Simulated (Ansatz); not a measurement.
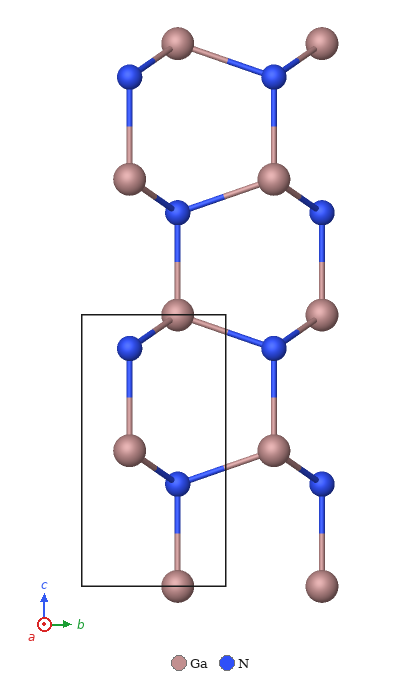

The picture looks along a close-packed row of the hexagonal mesh; c points upwards. Every atom sits on one of the three columns of the mesh; call them A, B, C in the order in which they first turn up. The sequence starts with the first layer at or above the cell's origin.

GaN. Coordinates: coordinates from a relaxation at fixed volume with DFT PBEsol, scalar-relativistic, plane waves, PAW (Ansatz 0.2.0).

> Read off the stacking sequence over one period.

Ga(A) – N(A) – Ga(B) – N(B) (four layers in 5.12 Å).

> How are the N layers alone stacked?

N layers alone: AB, the hexagonal close-packed type.

> Which positions between or in the N layers do the other atoms fill?

Ga: two tetrahedral sites (per hexagonal cell).

> What short polytype symbol fits?

Polytype symbol 2H, the symbol of a tetrahedral polytype (number of double layers in the repeat and lattice).
